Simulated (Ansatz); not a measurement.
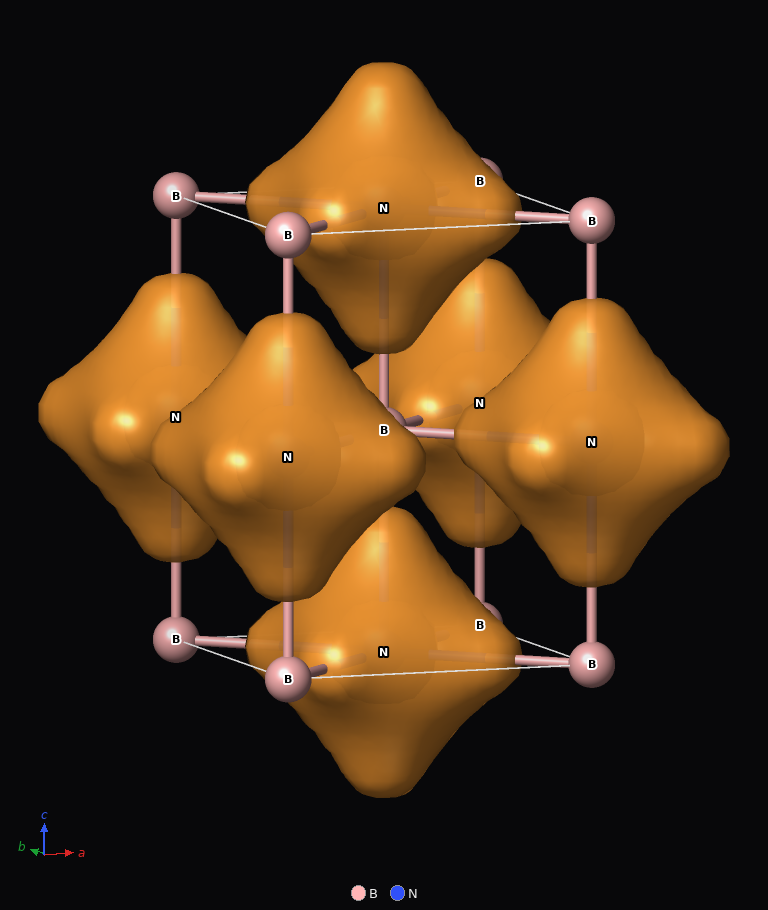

The picture shows: BN. Isosurface of the electron localisation function at 0.65 (orange), seen slightly off an axis. Only the valence region is drawn (cores and ρ < 0.01 e/Å³ removed). Sticks mark near contacts.

Space group I4/mmm; started from the rocksalt prototype, which need not be the ambient phase; changed on purpose from its base cell (biaxial xy strain +2.2%); computed pressure about −15 GPa in this cell.

The calculation used DFT, r2SCAN, plane waves, PAW (Ansatz 0.2.0).

Core electrons are frozen (PAW), and the valence fields are smoothed inside the atomic spheres.

Describe the localisation domains.

Answer. At this value the surface marks out two regions on N in which the atom's valence shell and bonds are merged, counted in one cell of 4 atoms. Any copies at cell faces, edges or corners count once.

Values along the shortest contacts:
B–N (1.75 Å): the ELF peaks at about 0.85 between the atoms.

Metal or insulator at this level of theory?

Answer. It is gapped, with a Kohn–Sham gap of 0.67 eV on the k-point mesh, an upper bound to the gap of this method.
